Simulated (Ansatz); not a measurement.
Tl (Fd-3m, No. 227): the end point of a relaxation with DFT, PBE, plane waves (420 eV) with PAW, scalar-relativistic in Ansatz 0.2.0; the starting structure was generated, so it need not be a known form of this composition.

```
Tl
1.0
     7.13201    0.00000    0.00000
     0.00000    7.13201    0.00000
     0.00000    0.00000    7.13201
Tl
8
Direct
  0.75000 0.75000 0.75000
  0.00000 0.50000 0.00000
  0.75000 0.25000 0.25000
  0.00000 0.00000 0.50000
  0.25000 0.75000 0.25000
  0.50000 0.50000 0.50000
  0.25000 0.25000 0.75000
  0.50000 0.00000 0.00000
```

What will a Z-contrast image along [001] show? Simulated incoherent Z contrast: every atom adds Z^1.6 spread by a probe of 1.30 Å full width; channelling and multiple scattering are left out. The probe carries 15 % of its weight in a tail 2.5 times as wide. The display is stretched by a gamma of 0.8; percentages refer to the linear signal. Shot noise and the speckle of an amorphous layer were added.

The columns repeat on a square net with a repeat of 2.52 Å (plane group p4mm). All columns are alike (Tl). The shortest distance between visible columns is 2.52 Å in projection. Along the beam the structure repeats every 7.13 Å.

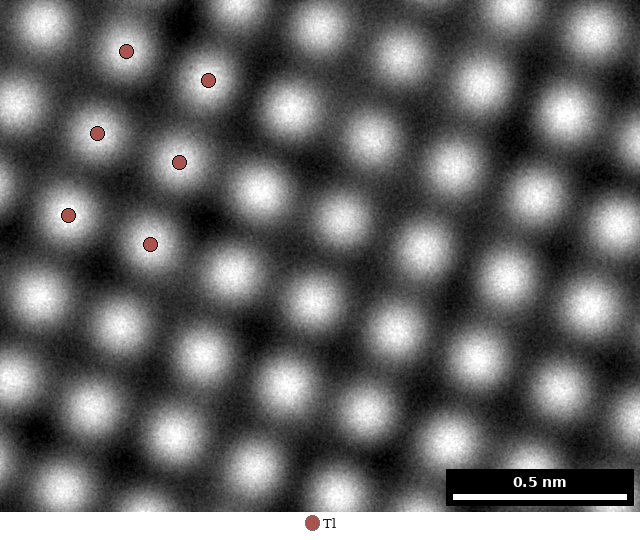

The simulated image, with the columns of the model marked in one corner.
